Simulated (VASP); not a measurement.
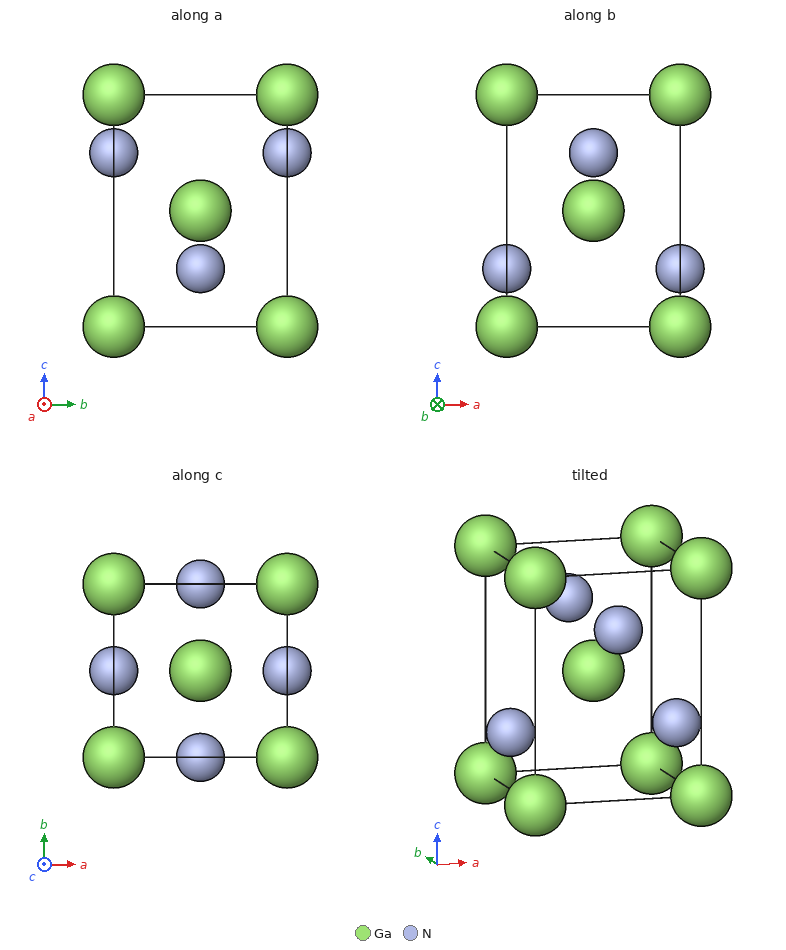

The crystal in a spheres-only representation, seen along the a axis, along the b axis, along the c axis and slightly off an axis. Thin lines show the conventional unit cell, with boundary atoms drawn in all their periodic places.

Lattice parameters: a = 3.364 Å, b = 3.364 Å, c = 4.498 Å, α = 90.00°, β = 90.00°, γ = 90.00°.

Question: Turn the picture into a table of Wyckoff sites.

Answer: Space group I-4m2 (No. 119).
| atom | site | x | y | z |
| --- | --- | --- | --- | --- |
| Ga | 2a | 0.0000 | 0.0000 | 0.0000 |
| N | 2c | 0.5000 | 0.0000 | 0.7500 |

The structure was taken from a structure type filled with these elements by a generator (whether the compound takes this form wasn't checked). The cell was then strained or its atoms displaced on purpose. A calculation with VASP used it as input.

At this level of theory the cell isn't at rest (stretched, at -17 GPa), so its distances can differ from those at equilibrium, the more so the softer the solid.
